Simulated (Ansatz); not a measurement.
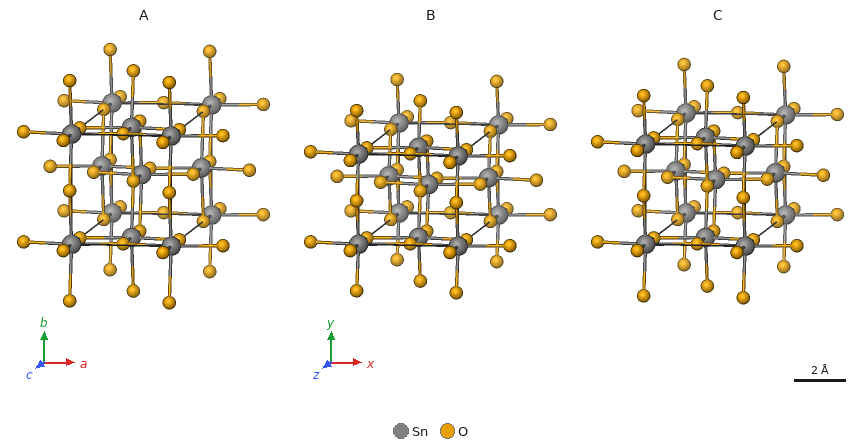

A scan of crystalline SnO2 (I4_1/amd): the cell is strained along y alone, with the atoms kept at their fractional coordinates. x, y and z are the Cartesian axes of the input. The picture is a ball-and-stick view of the conventional cell (2 times the calculation's cell), seen along the c axis, with a slight tilt. Lengths and directions refer to the drawn axes.

Theory: DFT LDA, scalar-relativistic, plane waves, PAW in Ansatz 0.2.0. (plane-wave cutoff 420 eV; k-point mesh 10 × 10 × 10; occupations gaussian; smearing width 0.05 eV; no spin polarisation). Energies (free energies at the smearing named) are counted from the relaxed crystal.

Rank the frames from lowest to highest energy.

Lowest first: C (the strain 0.00, 0.0 meV/atom), A (the strain 0.10, 113.2 meV/atom), B (the strain −0.10, 226.5 meV/atom). Over the whole scan: the lowest computed point lies at the strain 0.00 (0.0 meV/atom). At the ends of the scan the energy is 226.5 meV/atom (−0.10) and 113.2 meV/atom (0.10). The distortion takes the space group from I4_1/amd to Imma. At the strain −0.10 the cell of the drawing goes b 3.972 → 3.575 Å.
